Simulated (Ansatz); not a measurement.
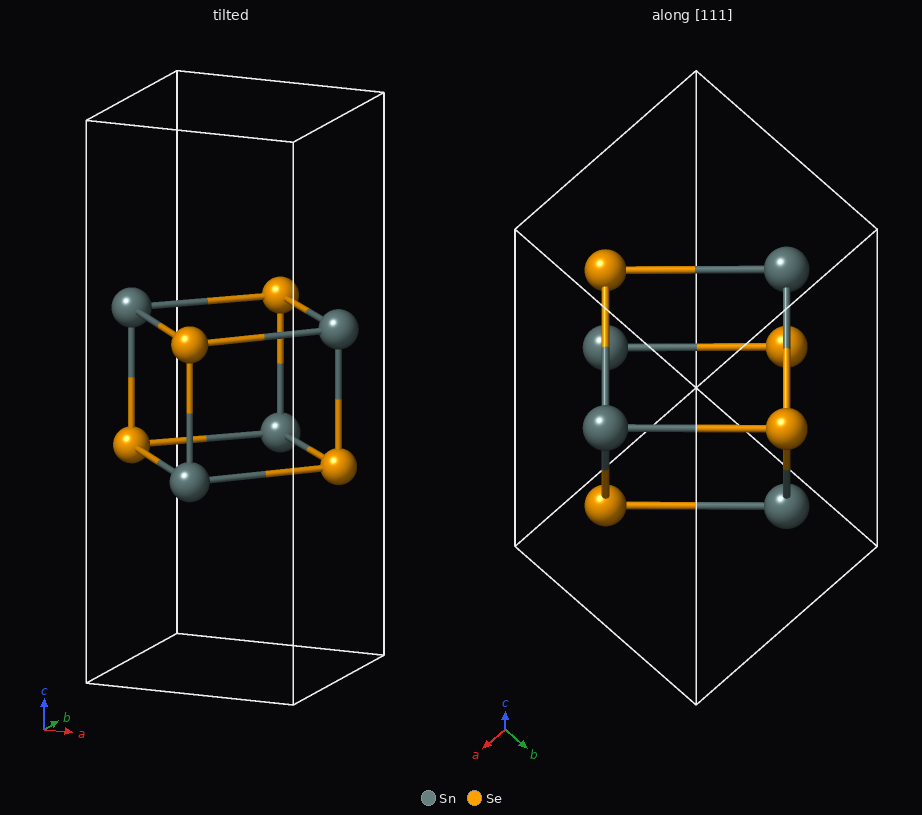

Drawn in the ball-and-stick manner and seen slightly off an axis and along [111]. Thin lines show the simulation cell, with boundary atoms drawn in all their periodic places.

Caption:

Its composition is SnSe. In the cell are 2 Sn, 2 Se, which makes 2 formula units. About every Sn there are five Se in a distorted square pyramidal arrangement. Se is linked to five Sn in a distorted square pyramidal arrangement. The bonds build SnSe layers parallel to (001).

The structure was taken from a structure listed in the Materials Project. The cell was then strained or its atoms displaced on purpose. Ansatz was used for an electronic-structure calculation on it.
